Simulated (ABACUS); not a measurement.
**Single-point calculation at one volume of an equation of state, with input and output: BN (part 2 of 2)**

The same run, continued: BN (P6₃mc, 4 atoms in the cell); Kohn-Sham DFT of a periodic cell, PBE, PseudoDojo NC SR 0.4.1 PBE standard, no spin polarisation (ABACUS 3.10.1); cutoff 1360.57 eV, 12×12×6 k-mesh, fermi-dirac of 0.05 eV. The structure derives from a Materials Project entry. It belongs to a series of runs on one base structure; here: volume scaled by 1.02.

**What the program printed, continued**
```
 LCAO ALGORITHM --------------- ION=   1  ELEC=   3--------------------------------

 Density error is 0.0192198175269
----------------------------------------------------------
     Energy           Rydberg                 eV
----------------------------------------------------------
 E_KohnSham     -53.5733771499       -728.9031903423
 E_Harris       -53.4484897367       -727.2040099131
 E_Fermi        0.8659674106         11.7820910660
----------------------------------------------------------

 LCAO ALGORITHM --------------- ION=   1  ELEC=   4--------------------------------

 Density error is 0.00195744307421
----------------------------------------------------------
     Energy           Rydberg                 eV
----------------------------------------------------------
 E_KohnSham     -53.5734793831       -728.9045812955
 E_Harris       -53.5808850961       -729.0053411905
 E_Fermi        0.8750411176         11.9055451833
----------------------------------------------------------

 LCAO ALGORITHM --------------- ION=   1  ELEC=   5--------------------------------

 Density error is 0.000219526563187
----------------------------------------------------------
     Energy           Rydberg                 eV
----------------------------------------------------------
 E_KohnSham     -53.5734818272       -728.9046145496
 E_Harris       -53.5743180818       -728.9159923775
 E_Fermi        0.8753830540         11.9101974672
----------------------------------------------------------

 LCAO ALGORITHM --------------- ION=   1  ELEC=   6--------------------------------

 Density error is 2.82703212481e-05
----------------------------------------------------------
     Energy           Rydberg                 eV
----------------------------------------------------------
 E_KohnSham     -53.5734818708       -728.9046151433
 E_Harris       -53.5731974956       -728.9007460194
 E_Fermi        0.8754423778         11.9110046091
----------------------------------------------------------

 LCAO ALGORITHM --------------- ION=   1  ELEC=   7--------------------------------

 Density error is 3.82586940118e-06
----------------------------------------------------------
     Energy           Rydberg                 eV
----------------------------------------------------------
 E_KohnSham     -53.5734818722       -728.9046151618
 E_Harris       -53.5735200862       -728.9051350902
 E_Fermi        0.8754607150         11.9112540988
----------------------------------------------------------

 LCAO ALGORITHM --------------- ION=   1  ELEC=   8--------------------------------

 Density error is 3.89301393394e-07
----------------------------------------------------------
     Energy           Rydberg                 eV
----------------------------------------------------------
 E_KohnSham     -53.5734818722       -728.9046151621
 E_Harris       -53.5734855414       -728.9046650830
 E_Fermi        0.8754592396         11.9112340259
----------------------------------------------------------

 LCAO ALGORITHM --------------- ION=   1  ELEC=   9--------------------------------

 Density error is 4.42340640753e-08
----------------------------------------------------------
     Energy           Rydberg                 eV
----------------------------------------------------------
 E_KohnSham     -53.5734818722       -728.9046151621
 E_KS(sigma->0) -53.5734818722       -728.9046151621
 E_Harris       -53.5734813770       -728.9046084247
 E_band         3.4448646828         46.8697885253
 E_one_elec     8.6199628747         117.2806116446
 E_Hartree      7.2661087061         98.8604806898
 E_xc           -17.3755962269       -236.4071148327
 E_Ewald        -52.0839572261       -708.6385926637
 E_entropy(-TS) -0.0000000000        -0.0000000000
 E_descf        0.0000000000         0.0000000000
 E_exx          0.0000000000         0.0000000000
 E_Fermi        0.8754590696         11.9112317124
----------------------------------------------------------

 charge density convergence is achieved
 final etot is -728.90461516 eV
 EFERMI = 11.911231712 eV

 STATE ENERGY(eV) AND OCCUPATIONS    NSPIN == 1
 1/76 kpoint (Cartesian) = 0.0000 0.0000 0.0000 (697 pws)
       1       -9.16495     0.00231481
       2       -5.21182     0.00231481
       3       0.180354     0.00231481
       4        8.74882     0.00231481
       5        8.74882     0.00231481
       6        10.5708     0.00231481
       7        10.8042     0.00231481
       8        10.8042     0.00231481
       9        19.0976    8.80413e-66
      10        19.0976    8.80413e-66
      11        19.2949    1.70184e-67
      12        20.1480    6.61863e-75

 2/76 kpoint (Cartesian) = -0.032415 0.018715 0.0000 (697 pws)
       1       -9.08951      0.0138889
       2       -5.11091      0.0138889
       3       0.318580      0.0138889
       4        8.07480      0.0138889
       5        8.47585      0.0138889
       6        10.2386      0.0138889
       7        10.4188      0.0138889
       8        10.6479      0.0138889
       9        18.8767    4.37592e-63
      10        19.3885    1.56941e-67
      11        19.5340    8.55250e-69
      12        20.6344    2.36654e-78

 3/76 kpoint (Cartesian) = -0.064829 0.037429 0.0000 (695 pws)
       1       -8.66588      0.0138889
       2       -4.79936      0.0138889
       3       0.747357      0.0138889
       4        6.45063      0.0138889
       5        7.82987      0.0138889
       6        8.84437      0.0138889
       7        9.97229      0.0138889
       8        10.2231      0.0138889
       9        18.4818    1.17804e-59
      10        19.8984    5.84844e-72
      11        20.0820    1.48588e-73
      12        21.5555    2.36194e-86

 4/76 kpoint (Cartesian) = -0.097244 0.056144 0.0000 (699 pws)
       1       -7.95702      0.0138889
       2       -4.33375      0.0138889
       3        1.44752      0.0138889
       4        4.52566      0.0138889
       5        7.10008      0.0138889
       6        7.11071      0.0138889
       7        9.23922      0.0138889
       8        9.67924      0.0138889
       9        18.0695    4.49737e-56
      10        20.0862    1.36826e-73
      11        20.7671    1.66526e-79
      12        21.6275    5.60088e-87

 5/76 kpoint (Cartesian) = -0.12966 0.074858 0.0000 (696 pws)
       1       -7.01455      0.0138889
       2       -3.88007      0.0138889
       3        2.35734      0.0138889
       4        2.80777      0.0138889
       5        5.38542      0.0138889
       6        6.48518      0.0138889
       7        8.25076      0.0138889
       8        9.18310      0.0138889
       9        17.7446    2.98545e-53
      10        19.6099    1.87493e-69
      11        21.1553    7.07113e-83
      12        22.0583        0.00000

 6/76 kpoint (Cartesian) = -0.16207 0.093573 0.0000 (682 pws)
       1       -5.95600      0.0138889
       2       -3.77711      0.0138889
       3        1.75349      0.0138889
       4        3.30452      0.0138889
       5        4.01596      0.0138889
       6        6.08608      0.0138889
       7        7.16103      0.0138889
       8        8.84689      0.0138889
       9        17.5576    1.25697e-51
      10        18.9904    4.50630e-64
      11        21.2819    5.62448e-84
      12        22.3667        0.00000

[... levels at 70 further k points ...]

 correction force for each atom along direction 1 is 0.00643982
 correction force for each atom along direction 2 is -0.00434512
 correction force for each atom along direction 3 is -6.27292e-07
------------------------------------------------------------------------------------------
 TOTAL-FORCE (eV/Angstrom)
------------------------------------------------------------------------------------------
                        N1         0.0000000000         0.0000000000        -0.0007335958
                        N2         0.0000000000         0.0000000000        -0.0007335958
                        B1         0.0000000000         0.0000000000         0.0007335958
                        B2         0.0000000000         0.0000000000         0.0007335958
------------------------------------------------------------------------------------------

----------------------------------------------------------------
 TOTAL-STRESS (KBAR)
----------------------------------------------------------------
       -62.6141664152        -0.0000000014         0.0000000000
        -0.0000000014       -62.6141664127        -0.0000000000
         0.0000000000        -0.0000000000       -71.7764020585
----------------------------------------------------------------
 TOTAL-PRESSURE: -65.668245 KBAR

 --------------------------------------------
 !FINAL_ETOT_IS -728.9046151620793808 eV
 --------------------------------------------
```

**Standard output**
```
ABACUS v3.10.1

               Atomic-orbital Based Ab-initio Computation at UStc

64
 UNIFORM GRID DIM        : 32 * 32 * 54
 UNIFORM GRID DIM(BIG)   : 8 * 8 * 27
 ---------------------------------------------------------
 Self-consistent calculations for electrons
 ---------------------------------------------------------
 SPIN    KPOINTS         PROCESSORS  THREADS     NBASE
 1       76              4           4           52
 ---------------------------------------------------------
 Use Systematically Improvable Atomic bases
 ---------------------------------------------------------
 ELEMENT ORBITALS        NBASE       NATOM       XC
 N       2s2p1d-6au      13          2
 B       2s2p1d-7au      13          2
 ---------------------------------------------------------
 Initial plane wave basis and FFT box
 ---------------------------------------------------------
 -------------------------------------------
 SELF-CONSISTENT :
 -------------------------------------------
 START CHARGE      : atomic
 ITER       ETOT/eV          EDIFF/eV         DRHO     TIME/s
 GE1     -7.27377359e+02   0.00000000e+00   1.7168e-01   2.20
 GE2     -7.28604568e+02  -1.22720861e+00   8.2328e-02   1.96
 GE3     -7.28903190e+02  -2.98622775e-01   1.9220e-02   2.14
 GE4     -7.28904581e+02  -1.39095324e-03   1.9574e-03   2.24
 GE5     -7.28904615e+02  -3.32540755e-05   2.1953e-04   1.86
 GE6     -7.28904615e+02  -5.93666138e-07   2.8270e-05   1.80
 GE7     -7.28904615e+02  -1.85694893e-08   3.8259e-06   2.14
 GE8     -7.28904615e+02  -2.45262696e-10   3.8930e-07   2.01
 GE9     -7.28904615e+02  -4.64036634e-12   4.4234e-08   1.76
----------------------------------------------------------------
 TOTAL-STRESS (KBAR)
----------------------------------------------------------------
       -62.6141664152        -0.0000000014         0.0000000000
        -0.0000000014       -62.6141664127        -0.0000000000
         0.0000000000        -0.0000000000       -71.7764020585
----------------------------------------------------------------
 TOTAL-PRESSURE: -65.668245 KBAR
```

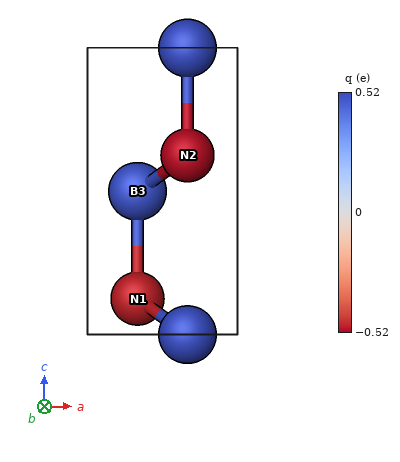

**Figure 1.** Mulliken charges, as the colour of each atom (ball-and-stick view of the cell of the calculation, along the b axis; atoms are numbered from 1 in the order of the input). By element: N −0.50 to −0.49 and B +0.49 to +0.50 e.

This output came from the following input.

**The input**
```
INPUT_PARAMETERS
suffix              BN
calculation         scf
basis_type          lcao
pseudo_dir          ./
orbital_dir         ./
symmetry            1
dft_functional      pbe
ecutwfc             100
pseudo_rcut         10
nspin               1
nbands              12
ks_solver           genelpa
smearing_method     fd
smearing_sigma      0.00367493
scf_thr             1e-07
scf_nmax            100
mixing_type         broyden
mixing_beta         0.7
cal_force           1
cal_stress          1
out_mul             1
```

**File STRU**
```
ATOMIC_SPECIES
N 14.0070 N.upf
B 10.8100 B.upf

NUMERICAL_ORBITAL
N_confined-atom_6au_2s2p1d.orb
B_confined-atom_7au_2s2p1d.orb

LATTICE_CONSTANT
1.8897261246

LATTICE_VECTORS
2.5708536019 0.0000000000 0.0000000000
-1.2854268010 2.2264245287 0.0000000000
0.0000000000 0.0000000000 4.2548482330

ATOMIC_POSITIONS
Direct

N
0.0
2
0.3333333333 0.6666666667 0.1252760000 1 1 1
0.6666666667 0.3333333333 0.6252760000 1 1 1

B
0.0
2
0.3333333333 0.6666666667 0.4997240000 1 1 1
0.6666666667 0.3333333333 0.9997240000 1 1 1
```

**File KPT**
```
K_POINTS
0
Gamma
12 12 6 0 0 0
```

Launched with:
```bash
OMP_NUM_THREADS=1 mpirun -np 4 abacus > log
```

**Key numbers**

- outcome: converged
- space group (tolerance 0.01 Å): P6₃mc (186)
- electrons treated: 16
- free energy: −728.9046 eV
- Fermi energy: 11.911 eV
- gap on the k-point mesh: 5.33 eV
- pressure: −6.57 GPa
- largest force (length of the vector): 0.001 eV/Å
- hardware: 4 threads of Intel Xeon @ 2.50GHz (Skylake/Cascade Lake), 189 GiB of memory available, shared host
- wall time: 23 s (CPU time 88 s)
- peak memory: 0.4 GiB

Points of doubt noted for this run: home made orbitals. The cell is under a tension of 6.6 GPa at this level, so it is not at its equilibrium volume.
